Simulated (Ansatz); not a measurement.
A periodic structure is given below.

```
Al N
1.0
     3.21275    0.00000    0.00000
    -1.60638    2.78233    0.00000
     0.00000    0.00000    4.06194
Al N
2 2
Direct
  0.33333 0.66667 0.75000
  0.66667 0.33333 0.25000
  0.33333 0.66667 0.25000
  0.66667 0.33333 0.75000
```

> Give a crystallographic description of this input.

Composition: AlN. It belongs to space group P6_3/mmc (No. 194) and has a primitive hexagonal lattice. The cell comprises 2 formula units: 2 Al, 2 N. The polyhedra are AlN5 trigonal bipyramids; they share corners and edges. Al is linked to five N in a distorted trigonal bipyramidal arrangement at 1.85 to 2.03 Å. The coordination shell of N holds five Al in a distorted trigonal bipyramidal arrangement at 1.85 to 2.03 Å. The bonds build a three-dimensional framework.

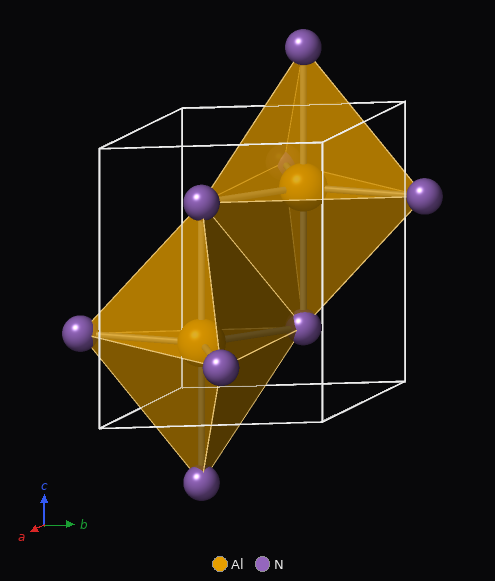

Polyhedral representation of a periodic structure, projected slightly off an axis. The parallelepiped is the conventional unit cell. A few atoms beyond the faces are included. Colours: aluminium orange, nitrogen purple.

The model was built from a structure listed in the Materials Project. The cell was then strained or its atoms displaced on purpose. Ansatz was used for an electronic-structure calculation on it.

At this level of theory the cell isn't at rest (compressed, at 12 GPa), so its distances can differ from those at equilibrium, the more so the softer the solid.
